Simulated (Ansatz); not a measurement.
Zn16Se15 (cell with a defect)

```yaml
crystal:
  lattice:
    - [5.63325, -5.63325, 5.63325]
    - [-5.63325, 5.63325, 5.63325]
    - [-5.63325, -5.63325, -5.63325]
  atoms:
    - { symbol: Zn, position: [0.24988, 0.70389, 0.00020] }
    - { symbol: Zn, position: [0.50610, 0.75862, 0.74855] }
    - { symbol: Zn, position: [0.75081, 0.74568, 0.50006] }
    - { symbol: Zn, position: [0.05945, 0.01711, 0.99943] }
    - { symbol: Zn, position: [0.25092, 0.01998, 0.81943] }
    - { symbol: Zn, position: [0.99866, 0.75803, 0.25735] }
    - { symbol: Zn, position: [0.74937, 0.24517, 0.99971] }
    - { symbol: Zn, position: [0.50123, 0.00983, 0.50844] }
    - { symbol: Zn, position: [0.75780, 0.00977, 0.25170] }
    - { symbol: Zn, position: [0.99844, 0.24752, 0.74770] }
    - { symbol: Zn, position: [0.50156, 0.49944, 0.99972] }
    - { symbol: Zn, position: [0.25046, 0.24545, 0.49993] }
    - { symbol: Zn, position: [0.74166, 0.50099, 0.74324] }
    - { symbol: Zn, position: [0.43599, 0.20373, 0.18450] }
    - { symbol: Zn, position: [0.99339, 0.50226, 0.49216] }
    - { symbol: Zn, position: [0.25046, 0.49956, 0.25246] }
    - { symbol: Se, position: [0.48705, 0.00378, 0.75622] }
    - { symbol: Se, position: [0.74664, 0.99716, 0.49697] }
    - { symbol: Se, position: [0.00320, 0.24865, 0.99997] }
    - { symbol: Se, position: [0.25014, 0.24762, 0.75316] }
    - { symbol: Se, position: [0.00582, 0.00338, 0.23805] }
    - { symbol: Se, position: [0.75317, 0.50052, 0.00019] }
    - { symbol: Se, position: [0.49391, 0.24731, 0.48082] }
    - { symbol: Se, position: [0.73199, 0.24782, 0.24415] }
    - { symbol: Se, position: [0.99343, 0.49705, 0.74352] }
    - { symbol: Se, position: [0.50640, 0.75375, 0.00008] }
    - { symbol: Se, position: [0.24985, 0.50026, 0.50336] }
    - { symbol: Se, position: [0.76733, 0.76509, 0.76163] }
    - { symbol: Se, position: [0.49703, 0.49495, 0.24685] }
    - { symbol: Se, position: [0.01355, 0.76714, 0.51987] }
    - { symbol: Se, position: [0.24999, 0.75347, 0.25680] }
```

The program warned that a starting moment wasn't kept; spin-polarised, but the moments vanished.

All numbers below come from Ansatz 0.2.0, DFT PBEsol, scalar-relativistic, plane waves, PAW.

Core electrons are frozen (PAW), and the valence fields are smoothed inside the atomic spheres.

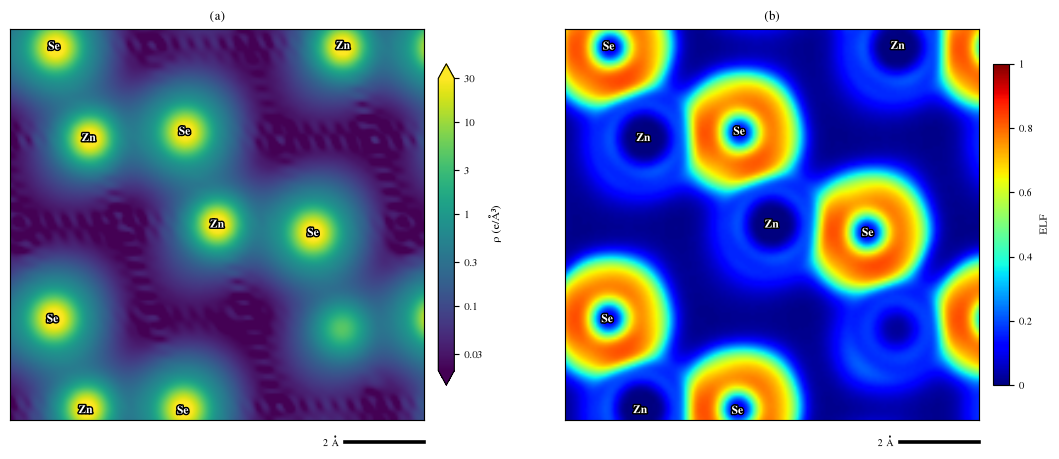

Figure 1. (a) valence pseudo-density; (b) electron localisation function on the (100) plane of the calculation cell.

Question: Describe what can be read from this map.

Answer: Atoms in the plane: Zn and Se. Atoms just off the plane (Zn, 0.5 Å away) can leave unmarked features too. Zn–Se (2.44 Å): ρ is about 0.46 e/Å³ halfway; the ELF is about 0.60 at the midpoint. Zn–Se (2.49 Å): ρ at the midpoint is about 0.45 e/Å³, with its minimum of 0.39 e/Å³ about 1.1 Å from Zn; the ELF is about 0.60 at the midpoint. The density dies away to nearly zero in the voids.

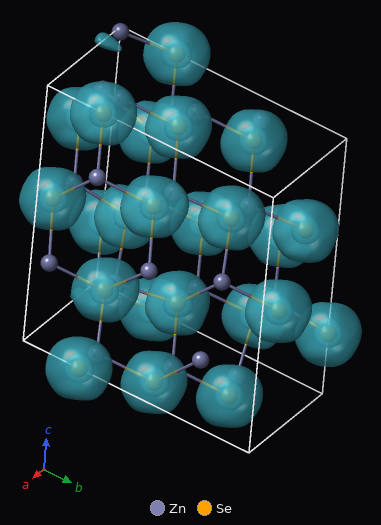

Figure 2. Isosurface of the ELF at 0.65 (cyan), seen slightly off an axis. Only the valence region is drawn (cores and ρ < 0.01 e/Å³ removed). Sticks mark near contacts.

Question: What do the ELF domains correspond to?

Answer: At this value the surface marks out 15 regions wrapped around Se (the valence shell of each) and one pocket between the atoms, centred on no nucleus (multi-centre or interstitial), counted in one cell of 31 atoms. Regions shared between cells count once. Profiles from the grid: Zn–Se (2.39 Å): the ELF is about 0.60 at the midpoint.

Question: Does the calculation give a band gap?

Answer: It is gapped, with a Kohn–Sham gap of 2.0 eV on the k-point mesh, an upper bound to the gap of this method.
